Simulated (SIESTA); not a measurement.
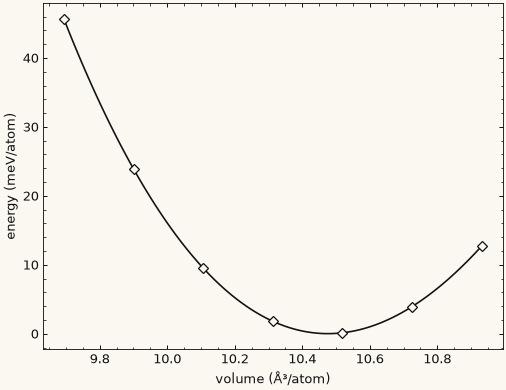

The plot gives the computed energy against volume.

How it was computed, with SIESTA 5.4.2: DFT in numerical atomic orbitals with pseudopotentials, no spin polarisation; energies at scaled volumes of the given cell, shape and fractions fixed, counted from the fit's minimum, third-order Birch-Murnaghan fit. Level: PBEsol.

Question: For which of these solids was it computed?
A. CdTe, F-43m (No. 216)
B. C, C2/m (No. 12)
C. SiC, P6_3mc (No. 186)

Answer: C, SiC: energy from 0.11 meV/atom to 45.65 meV/atom, V0 10.48 Å³/atom, B0 220 GPa. The others give: CdTe, energy from 0.25 meV/atom to 44.96 meV/atom, V0 33.93 Å³/atom, B0 46.7 GPa; C, energy from 0.01 meV/atom to 81.62 meV/atom, V0 9.524 Å³/atom, B0 252 GPa.

For C, limits of the calculation: mulliken charges of long orbitals; shape and atomic fractions are frozen while scaling, which makes layered, chain and framework solids too stiff.

For CdTe, limits of the calculation: mulliken charges of long orbitals.

For SiC, limits of the calculation: mulliken charges of long orbitals; shape and atomic fractions are frozen while scaling, which makes layered, chain and framework solids too stiff.
